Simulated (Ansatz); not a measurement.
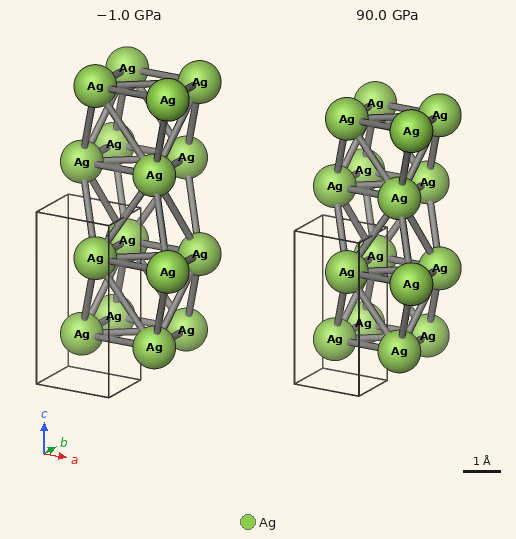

Crystalline Ag (set up in P6_3/mmc), relaxed (cell and atoms) at several target pressures. The picture shows the first and the last member. A ball-and-stick model of the cell of the calculation, repeated 2 × 2 × 2 with one cell outlined, seen slightly off an axis.

Computed with Ansatz 0.2.0: DFT r2SCAN, scalar-relativistic, plane waves, PAW. (plane-wave cutoff 500 eV; k-point mesh 18 × 18 × 10; occupations gaussian; smearing width 0.1 eV; no spin polarisation; cell and atoms relaxed; force threshold 0.008 eV/Å)

```csv
pressure (GPa),volume (Å³/atom),a (Å),c (Å)
−1.0,17.503,2.913,4.763
0.0,17.333,2.904,4.748
1.0,17.163,2.894,4.732
4.0,16.728,2.869,4.692
12.0,?,?,?
25.0,14.821,2.756,4.505
50.0,13.570,2.677,4.373
90.0,12.351,2.594,4.239
```

Q: One row is withheld. What does the calculation give there?

A: Murnaghan's form V = V₀(1 + B′P/B₀)^(−1/B′), with V₀ = 17.333 Å³ from the row at zero pressure, fits the other rows with B₀ = 107 GPa and B′ = 4.75 (largest miss 0.019 Å³). At 12.0 GPa it gives 17.333 × (1 + 4.75 × 12.0/107)^(−1/4.75) = 15.843 Å³ per atom. The calculation gives 15.832 Å³/atom (a = 2.817 Å, c = 4.607 Å). The estimate is 0.011 Å³/atom too high. From the first member to the last: Ag–Ag 2.916 → 2.595 Å.

The whole series:

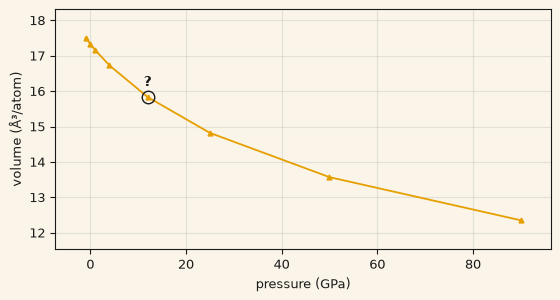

Each member starts from this one structure; whether another phase lies lower wasn't checked.
